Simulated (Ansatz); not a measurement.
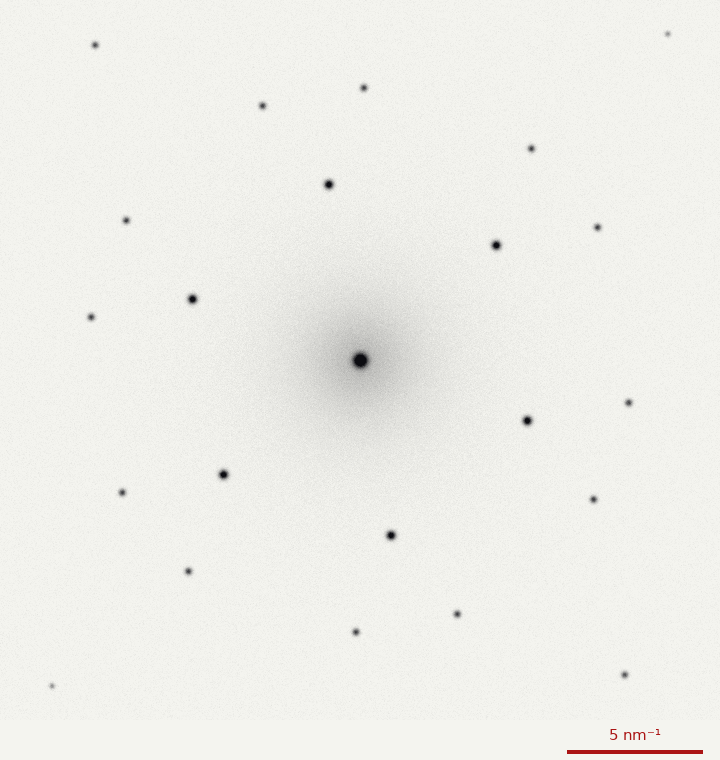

The pattern is a kinematic simulation for 300 kV electrons (no multiple scattering; isotropic B = 0.3 Å²).

### What net do the spots form, and what spacings does it show?

The spots form a hexagonal net with both shortest vectors at d = 2.62 Å, 60.0° apart.

### What is the point symmetry of the pattern, intensities included?

6mm. A zero-layer kinematic pattern is always centrosymmetric (Friedel's law). Such a pattern arises along the three- or sixfold axis of a trigonal, hexagonal or cubic crystal.

### Which crystal and zone produced it?

This cannot be fixed from one zone alone; the pattern is [111] of B, space group Pm-3n (No. 223), a = 3.71 Å. The net vectors are 0 -1 1 (itself too weak to see) and 1 -1 0 (itself too weak to see). Structure: the input geometry of an electronic-structure calculation (not necessarily at equilibrium); the starting structure was generated, so it need not be a known form of this composition.
